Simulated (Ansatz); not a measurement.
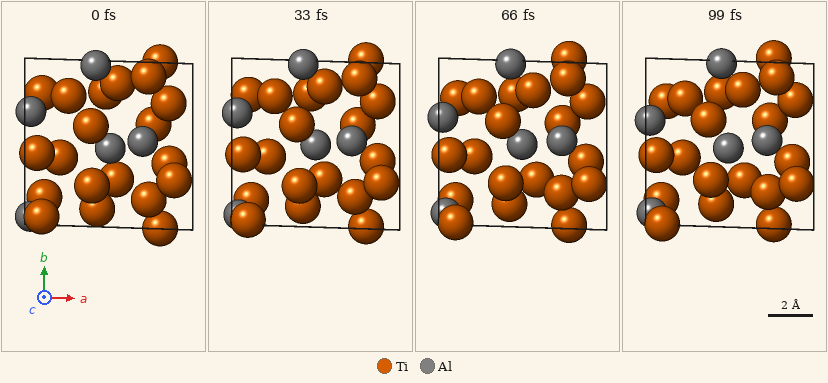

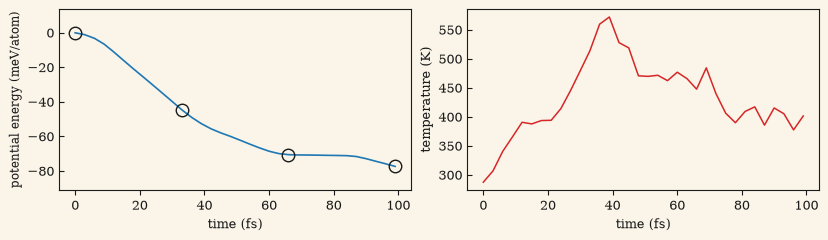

A Born-Oppenheimer molecular dynamics run of an amorphous cell of composition Ti$_{19}$Al$_{5}$ (24 atoms in the cell), 99 fs long. It starts from the last geometry of an earlier run, with fresh velocities. Frames and the history of the run. A spheres-only model of the simulation cell, seen along the c axis.

Computed with DFT PBE, scalar-relativistic, plane waves, PAW in Ansatz 0.2.0. Run with plane-wave cutoff 420 eV; k-point mesh 1 × 1 × 1; Fermi-Dirac smearing 0.05 eV; volume 1.05 times that of the relaxed crystal; set temperature 300 K; time step 3 fs.

**What happens in this trajectory?**

The mean temperature in the second half is 431 K (standard deviation 35 K). That is above the set 300 K, because the structure releases potential energy faster than the thermostat removes it. The temperature is still falling (504 K in the second quarter, 400 K in the last), so the run isn't equilibrated. The potential energy is still drifting at the end, so the run hasn't reached equilibrium. The potential energy in the second half lies on average 70.5 meV per atom below the first frame. The mean pressure there is −3.7 GPa. In the second half of the run the atoms are, in the root-mean-square, this far from where they began (common drift taken out): Ti 0.29 Å, Al 0.23 Å. The run lasts only 99 fs, too short to tell vibration from diffusion.

Limits of the set-up: the k-point mesh is coarse for a cell with partly filled bands; the periodic images lie only 7.4 Å apart, so the values are limited by the cell's size.

Cost: 4.3 min on 2 threads of Intel(R) Xeon(R) Processor @ 2.50GHz (Skylake/Cascade Lake), with other jobs on the host, peak memory 0.71 GiB.
